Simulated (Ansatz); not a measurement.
Geometry relaxation of SnSe$_{2}$ (part 2 of 2)

SnSe$_{2}$ (P-3m1, 3 atoms in the cell); DFT PBEsol, scalar-relativistic, plane waves, PAW, no spin polarisation (Ansatz 0.2.0); cutoff 420 eV, 12×12×4 k-mesh, Gaussian smearing of 0.02 eV. The structure derives from a Materials Project entry.

Geometry of the input (Å; fractional positions):
```
3.8419  0.0000  0.0000
-1.9209  3.3272  0.0000
0.0000  0.0000  6.4859
Sn 0.0000  0.0000  0.0000
Se 0.6667  0.3333  0.7571
Se 0.3333  0.6667  0.2429
```

## Log, continued
```
SCF iter   1: F=—  HF=-16799.221305 eV  |F-HF|=—  |Δ(HF+E_count)|=         —  Δρ=6.30e-5  dr2=4.49e-7  ethr=1.38e-7  ⟨swp⟩=3.1  Hψ=13348  notcnv=0
preconditioner: auto → Resta (q_TF=auto, 2.500 Å⁻¹)  ε∞=2.8  [insulator: Δε(μ)=0.604 eV  Ē_g=15.996 eV  σ=0.020 eV  W_gap=1.00  n_scr=22 (ndim 8)  ℏωp=21.5 eV  f_vac=0.056  D(μ)=0.00/eV (n_scr^D=0)  ε∞_Penn≈2.8]
SCF iter   2: F=—  HF=-16799.221304 eV  |F-HF|=—  |Δ(HF+E_count)|=   9.01e-7  Δρ=3.29e-5  dr2=1.48e-7  ethr=9.75e-10  ⟨swp⟩=2.0  Hψ=3519  notcnv=0
SCF iter   3: F=—  HF=-16799.221304 eV  |F-HF|=—  |Δ(HF+E_count)|=   2.33e-7  Δρ=9.98e-6  dr2=1.74e-8  ethr=3.21e-10  ⟨swp⟩=2.0  Hψ=2577  notcnv=0
SCF iter   4: F=—  HF=-16799.221304 eV  |F-HF|=—  |Δ(HF+E_count)|=   2.07e-8  Δρ=9.86e-7  dr2=8.70e-10  ethr=3.78e-11  ⟨swp⟩=2.9  Hψ=3365  notcnv=0
SCF iter   5: F=—  HF=-16799.221304 eV  |F-HF|=—  |Δ(HF+E_count)|=  1.56e-10  Δρ=3.50e-7  dr2=7.70e-11  ethr=1.89e-12  ⟨swp⟩=2.5  Hψ=3516  notcnv=0
SCF iter   6: F=-16799.221304 eV  HF=-16799.221304 eV  |F-HF|=7.28e-12  |Δ(HF+E_count)|=  4.73e-11  Δρ=8.58e-8  dr2=8.42e-12  ethr=1.00e-12  ⟨swp⟩=6.0  Hψ=8108  notcnv=0
SCF 8 converged in 6 iterations: F = -16799.221304 eV  dr2 = 8.42e-12
relax step   8: F+E_penalty+E_count = -16799.22130424 eV  Δ(F+E_penalty+E_count) = +1.018e-3 eV  max|allowed force component| = 2.838e-3 eV/Å  Δτ_max = 0.0000 Å  P = +0.004 GPa  Ω = 77.675 Å³  stress off target by 5.44e-3 GPa  SCF on the basis re-selected at this cell (its energy is not comparable with the rows above)  (6 SCF iters)
```

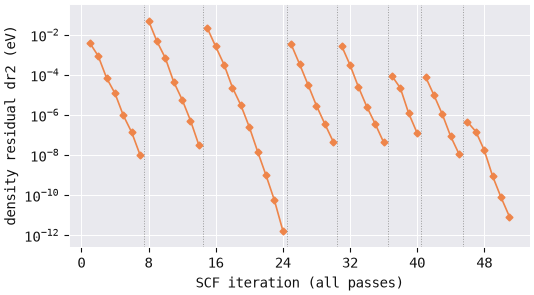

**Figure 1.** Convergence of the self-consistent field: density residual dr2 against the SCF iteration. The dotted lines part the SCF passes of the relaxation: geometry steps, rejected trials and re-solves on a re-selected basis. The 8 passes take 4 to 10 iterations each, 51 in all.

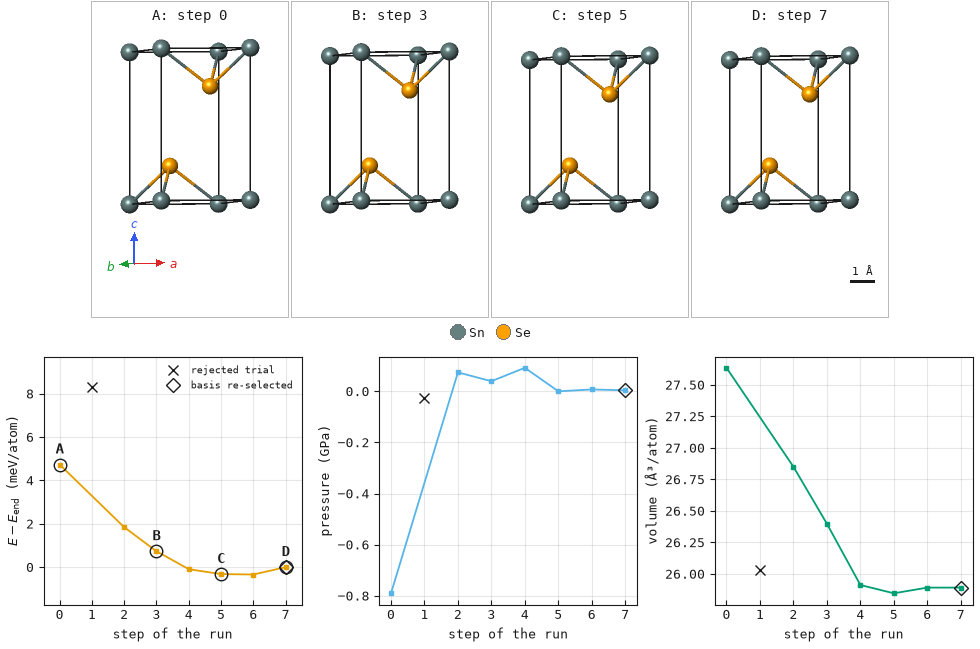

**Figure 2.** Frames of the relaxation (ball-and-stick view of the cell of the calculation, seen at an oblique angle) above the curves, on which the letters mark them (the first geometry is step 0 here and step 1 in the log).

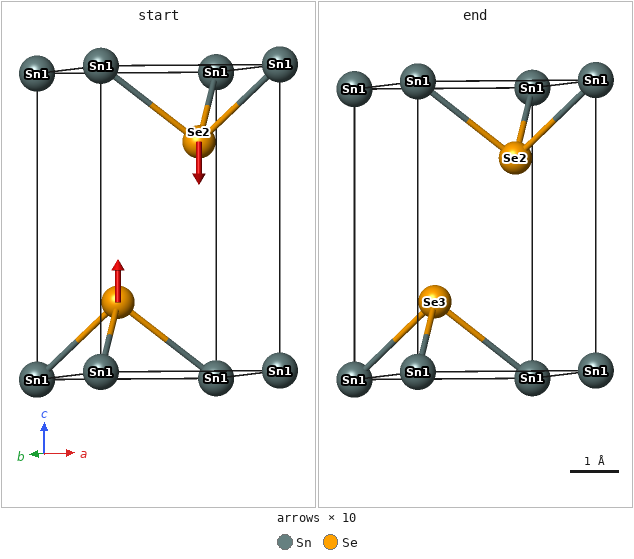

**Figure 3.** Before (left) and after (right) the relaxation, at one scale (ball-and-stick view of the cell of the calculation, seen at an oblique angle). The red arrows give the displacements (without the part carried along by the change of the cell), magnified 10 times. Over 6 geometry steps the energy falls by 5.1 meV per atom. Largest force component: 0.045 eV/Å at the start, 0.0028 eV/Å at the end. The pressure goes from −0.79 to 0.00 GPa. The line search rejected the trial step at point 1 (counted from 0) and went back. The largest moves relative to the cell, 0.092 Å, are those of Se2 and Se3. Sn stays in place. The volume changes by −6.3 %, with a = b 3.842 → 3.817 Å (−0.6 %), c 6.486 → 6.155 Å (−5.1 %). Distances before and after: Sn1–Se2 2.721 → 2.716 Å. The space group stays P-3m1 (No. 164). A last SCF at the same geometry on a re-selected plane-wave basis shifts the energy by +0.3 meV per atom. (Atoms are counted from 1 in the order of the input.)

```
basis re-selected at this cell: Δ(F+E_penalty+E_count) = +1.018e-3 eV, ΔP = -0.003 GPa vs the last step (what re-selecting the basis moved, of the pressure what is left beyond the Pulay correction that the steps carried, after the strain that the cell walked since its last selection, with what the two solves' SCF thresholds leave and, on support functions, any second-order correction that the steps lacked; it is no measure of the basis error at this ecutwfc). This SCF's stress stands 5.44e-3 GPa from its target on what of the cell is left free (relax.cell.stress_tol is 5.00e-2 GPa) and its largest allowed force component is 2.84e-3 eV/Å (relax.f_tol is 5.00e-3 eV/Å): within both
SCF converged after 6 iterations
Free energy (F): -16799.221304 eV
Harris-Foulkes:  -16799.221304 eV  (|F-HF|=7.28e-12)
Internal energy: -16799.221304 eV  (E = F + TS)
E sigma→0 (E₀):  -16799.221304 eV
Fermi energy:    8.265948 eV
--- Per-component energies (eV) ---
  E_band       = -866.767875
  E_kinetic    = 424.822122
  E_local      = -6003.217553  (includes V_loc(G=0)·N_el)
  E_nonlocal   = -1214.410762
  E_hartree    = 3072.052551
  E_xc         = -584.549898
  E_vxc        = -291.712792  (∫ρ·V_xc dr)
  E_paw        = -7805.398569  (= ΣΔE_a)
  E_vpaw       = 73.647221  (= ΣTr[D̂ρ^β])
  E_aug_tail   = -0.001222  (compensation charges beyond the density's cutoff)
  E_ewald      = -4690.819714
  E_core_change = 2.301741  (= ΣΔE_core)
  E_smearing   = -0.000000  (= −TS)
  E_closure    = -0.000000  (closes the sum)
  Σ components = -16799.221304   (vs F -16799.221304, Δ=0.00e0)
--- Forces (eV/Å), atoms counted from 1 ---
  atom   1  Sn     0.00000000     0.00000000     0.00000000
  atom   2  Se     0.00000000    -0.00000000    -0.00283844
  atom   3  Se     0.00000000     0.00000000     0.00283844
  max |Σ_I F_I| component: 0.00e0 eV/Å
--- Stress (GPa, compression-positive) ---
        0.005441       0.000000       0.000000
        0.000000       0.005441       0.000000
       -0.000000       0.000000       0.001108
  P = ⅓ Tr σ = 0.0040 GPa (0.040 kbar)
--- Band table (eV; the first three rows and the last of 69) ---
  k-point 0: bands = ["-38.9547", "-38.9547", "-38.9546", "-38.9546", "-38.9336", "-38.9336", "-38.9330", "-38.9330", "-38.9249", "-38.9247", "-13.2363", "-13.2363", "-13.1982", "-13.1861", "-13.1861", "-5.9201", "-4.2591", "1.6213", "7.3676", "7.3676", "7.6076", "7.6076", "7.8203", "8.8167", "10.9164", "12.5375", "12.5375", "15.9346"]
  k-point 1: bands = ["-38.9547", "-38.9547", "-38.9546", "-38.9546", "-38.9335", "-38.9335", "-38.9331", "-38.9331", "-38.9249", "-38.9247", "-13.2363", "-13.2363", "-13.1981", "-13.1861", "-13.1861", "-5.8244", "-4.4516", "2.0474", "6.5845", "7.2938", "7.2938", "7.7170", "7.7170", "9.7852", "10.9028", "12.3825", "12.3825", "15.9350"]
  k-point 2: bands = ["-38.9546", "-38.9546", "-38.9546", "-38.9546", "-38.9333", "-38.9333", "-38.9333", "-38.9333", "-38.9248", "-38.9248", "-13.2363", "-13.2363", "-13.1980", "-13.1861", "-13.1861", "-5.7006", "-4.6656", "2.5895", "5.6680", "7.2471", "7.2471", "7.8008", "7.8008", "10.3978", "10.8039", "12.2365", "12.2365", "15.5800"]
  k-point 68: bands = ["-38.9543", "-38.9543", "-38.9543", "-38.9543", "-38.9334", "-38.9334", "-38.9334", "-38.9334", "-38.9244", "-38.9244", "-13.2521", "-13.2521", "-13.1860", "-13.1860", "-13.1665", "-3.8801", "-3.8801", "0.6628", "3.7574", "3.7574", "4.2204", "7.5372", "7.5372", "10.2130", "12.2550", "12.2550", "13.7932", "16.1009"]
--- Relaxed structure (7 steps of the walk, 6 accepted, 1 SCFs on fresh bases) ---
  F+E_penalty+E_count = -16799.22130424 eV   max|allowed force component| = 2.838e-3 eV/Å   (the final SCF, on the basis selected at the relaxed cell)
  cell:  # Å, volume = 77.6752 Å³
    - [3.817448738292968, 2.262531803752086e-33, -9.050127215008345e-34]
    - [-1.908724369146484, 3.3060075850065633, -7.07133076594759e-18]
    - [-3.0556783466883172e-33, -1.3784578071421198e-17, 6.15467584885045]
  atoms:
    - { symbol: Sn, position: [-1.2276392168678903e-34, -7.838555078607289e-35, -3.7092061506874214e-68] }
    - { symbol: Se, position: [0.6666666666666666, 0.3333333333333332, 0.7421700592232733] }
    - { symbol: Se, position: [0.3333333333333332, 0.6666666666666664, 0.2578299407767268] }
```

## Trajectory as extended XYZ (Å, eV, eV/Å), 8 frames, from step=1 to step=8
```
3
Lattice="3.8419 0.0000 0.0000 -1.9209 3.3272 0.0000 0.0000 0.0000 6.4859" Properties=species:S:1:pos:R:3:forces:R:3 step=1 energy=-16799.20710 pressure_GPa=-0.79
Sn    0.0000    0.0000    0.0000    0.0000   0.0000   0.0000
Se    1.9209    1.1091    4.9105    0.0000   0.0000  -0.0449
Se    0.0000    2.2181    1.5754    0.0000   0.0000   0.0449
3
Lattice="3.7567 0.0000 0.0000 -1.8784 3.2534 0.0000 0.0000 0.0000 6.3904" Properties=species:S:1:pos:R:3:forces:R:3 step=2 energy=-16799.19631 pressure_GPa=-0.03 accepted=F
Sn    0.0000    0.0000    0.0000    0.0000   0.0000   0.0000
Se    1.8784    1.0845    4.7515    0.0000   0.0000   0.3025
Se    0.0000    2.1689    1.6388    0.0000   0.0000  -0.3025
3
Lattice="3.8076 0.0000 0.0000 -1.9038 3.2975 0.0000 0.0000 0.0000 6.4157" Properties=species:S:1:pos:R:3:forces:R:3 step=3 energy=-16799.21577 pressure_GPa=0.07
Sn    0.0000    0.0000    0.0000    0.0000   0.0000   0.0000
Se    1.9038    1.0992    4.8311    0.0000   0.0000  -0.0647
Se    0.0000    2.1983    1.5846    0.0000   0.0000   0.0647
3
Lattice="3.8019 0.0000 0.0000 -1.9009 3.2925 0.0000 0.0000 0.0000 6.3266" Properties=species:S:1:pos:R:3:forces:R:3 step=4 energy=-16799.21911 pressure_GPa=0.04
Sn    0.0000    0.0000    0.0000    0.0000   0.0000   0.0000
Se    1.9009    1.0975    4.7328    0.0000   0.0000   0.0084
Se    0.0000    2.1950    1.5939    0.0000   0.0000  -0.0084
3
Lattice="3.8053 0.0000 0.0000 -1.9027 3.2955 0.0000 0.0000 0.0000 6.1990" Properties=species:S:1:pos:R:3:forces:R:3 step=5 energy=-16799.22159 pressure_GPa=0.09
Sn    0.0000    0.0000    0.0000    0.0000   0.0000   0.0000
Se    1.9027    1.0985    4.6045    0.0000   0.0000   0.0307
Se    0.0000    2.1970    1.5944    0.0000   0.0000  -0.0307
3
Lattice="3.8144 0.0000 0.0000 -1.9072 3.3034 0.0000 0.0000 0.0000 6.1538" Properties=species:S:1:pos:R:3:forces:R:3 step=6 energy=-16799.22227 pressure_GPa=-0.00
Sn    0.0000    0.0000    0.0000    0.0000   0.0000   0.0000
Se    1.9072    1.1011    4.5635    0.0000   0.0000   0.0210
Se    0.0000    2.2022    1.5902    0.0000   0.0000  -0.0210
3
Lattice="3.8174 0.0000 0.0000 -1.9087 3.3060 0.0000 0.0000 0.0000 6.1547" Properties=species:S:1:pos:R:3:forces:R:3 step=7 energy=-16799.22232 pressure_GPa=0.01
Sn    0.0000    0.0000    0.0000    0.0000   0.0000   0.0000
Se    1.9087    1.1020    4.5678    0.0000   0.0000  -0.0022
Se    0.0000    2.2040    1.5869    0.0000   0.0000   0.0022
3
Lattice="3.8174 0.0000 0.0000 -1.9087 3.3060 0.0000 0.0000 0.0000 6.1547" Properties=species:S:1:pos:R:3:forces:R:3 step=8 energy=-16799.22130 pressure_GPa=0.00
Sn    0.0000    0.0000    0.0000    0.0000   0.0000   0.0000
Se    1.9087    1.1020    4.5678    0.0000   0.0000  -0.0028
Se    0.0000    2.2040    1.5869    0.0000   0.0000   0.0028
```

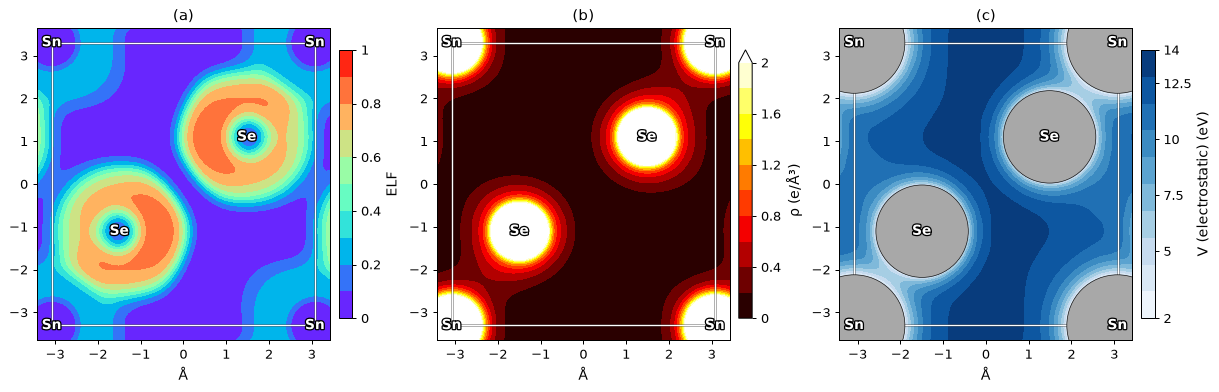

**Figure 4.** (a) ELF; (b) valence charge density (pseudo); (c) electrostatic potential energy of an electron on the (110) plane of the conventional cell. Grey discs, where drawn, cover atomic cores. Sn–Se (2.72 Å): the density is about 0.39 e/Å³ at the midpoint; the ELF is about 0.60 at the midpoint. Away from the nuclei the density in this plane falls to 0.009 e/Å³ at its lowest. Outside the cores the potential energy rises away from the atoms and is highest about 2.7 Å from the nearest atoms; outside the discs it spans about 11 eV, and its zero is arbitrary. In a PAW calculation such maps are meaningful between the atoms, not at the nuclei.

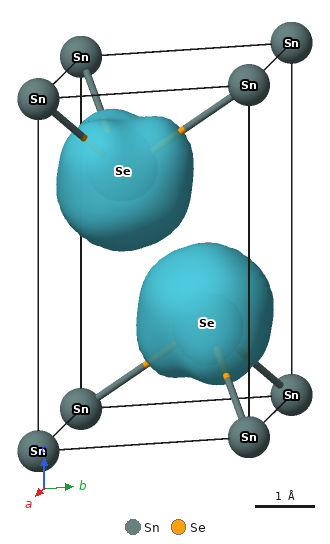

**Figure 5.** Isosurface of the ELF at 0.7 (cyan), seen slightly off an axis. Core shells and regions of very low density are left out. Sticks mark near contacts. The outline is the cell set on symmetry axes. Values along the shortest contacts: Sn–Se (2.72 Å): the ELF is about 0.60 at the midpoint.

## Key numbers

| quantity | value |
| --- | --- |
| outcome | converged |
| space group (tolerance 0.01 Å) | P-3m1 (164) |
| electrons treated | 46 |
| free energy | −16799.2213 eV |
| Fermi energy | 8.266 eV |
| gap on the k-point mesh | 0.60 eV |
| pressure | 0.00 GPa |
| final volume | 77.68 Å³ |
| largest force (length of the vector) at the end | 0.003 eV/Å |
| final cell | a = 3.817 Å, b = 3.817 Å, c = 6.155 Å, α = 90.00°, β = 90.00°, γ = 120.00° |
| hardware | 1 thread of Arm Neoverse V1, 24 GiB of memory available, shared host |
| wall time | 87 s |
| peak memory | 0.44 GiB |
